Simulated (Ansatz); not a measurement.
Ni3Ge

```xyz
4
Lattice="3.4720 0.0000 0.0000 0.0000 3.4720 0.0000 0.0000 0.0000 3.6307" Properties=species:S:1:pos:R:3 pbc="T T T"
Ni    1.7360    0.0000    1.8153
Ni    0.0000    1.7360    1.8153
Ni    1.7360    1.7360    0.0000
Ge    0.0000    0.0000    0.0000
```

Space group P4/mmm; a structure from a database of computed crystals, not necessarily the ambient phase; changed on purpose from its base cell (strain -0.015 along x and y, +0.030 along z, atoms carried along); computed without spin polarisation.

Method: DFT PBEsol, scalar-relativistic, plane waves, PAW (Ansatz 0.2.0).

> What can the converged valence pseudo-density and electron localisation function tell about the bonding?

Ni–Ge (2.51 Å): ρ is about 0.35 e/Å³ halfway; the ELF is about 0.35 at the midpoint.

> Does the calculation give a band gap?

It is metallic or semimetallic at this level of theory: no gap opens.

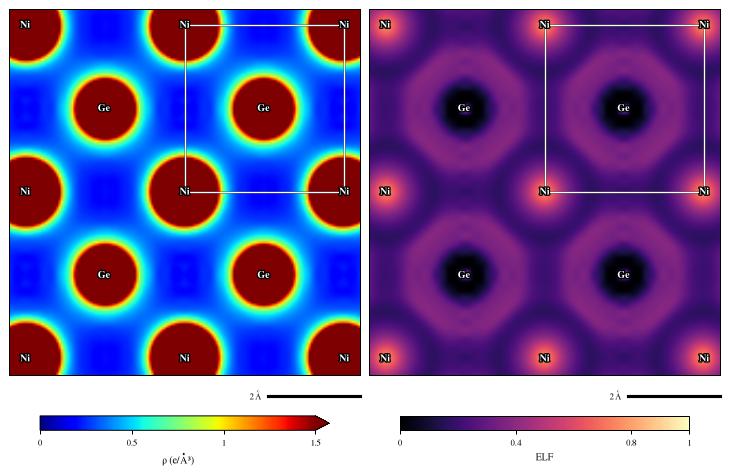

Computed valence pseudo-density and electron localisation function on the (100) plane of the conventional cell, in this order. 

The density is the valence pseudo-density of a PAW calculation; it isn't the true density close to the nuclei.
